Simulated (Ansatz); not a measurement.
System: GaAs (slab).

```cif
data_structure
_symmetry_space_group_name_H-M 'P 1'
_symmetry_Int_Tables_number 1
_cell_length_a 4.0626
_cell_length_b 4.0626
_cell_length_c 25.7806
_cell_angle_alpha 90.000
_cell_angle_beta 90.000
_cell_angle_gamma 120.000
_cell_volume 368.49
loop_
_atom_site_label
_atom_site_type_symbol
_atom_site_fract_x
_atom_site_fract_y
_atom_site_fract_z
_atom_site_occupancy
As1 As 0.00000 0.00000 0.29092 1
Ga1 Ga 0.33333 0.66667 0.32308 1
As2 As 0.33333 0.66667 0.41958 1
Ga2 Ga 0.66667 0.33333 0.45175 1
As3 As 0.66667 0.33333 0.54825 1
Ga3 Ga 0.00000 0.00000 0.58042 1
As4 As 0.00000 0.00000 0.67692 1
Ga4 Ga 0.33333 0.66667 0.70908 1
```

Not relaxed (largest force 0.6 eV/Å).

Level of theory: Ansatz, DFT PBE, scalar-relativistic, plane waves, PAW.

### Predict the valence pseudo-density and electron localisation function between the atoms.

Ga–As (2.49 Å): the density is about 0.44 e/Å³ at the midpoint; the ELF peaks at about 0.75 between the atoms.

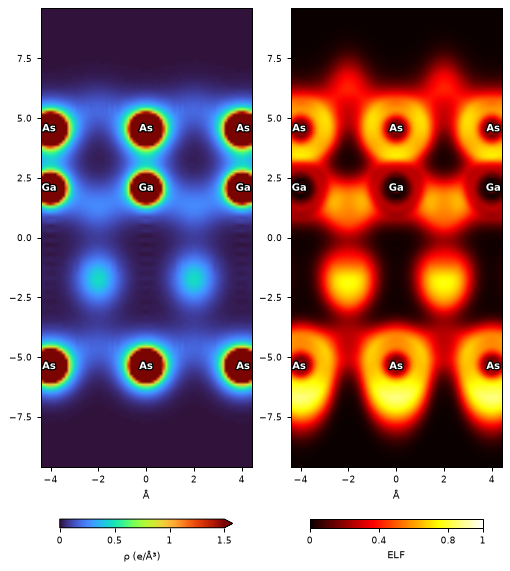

Computed valence pseudo-density and electron localisation function on the (11̄0) plane of the calculation cell, a cut from vacuum to vacuum, in this order. 
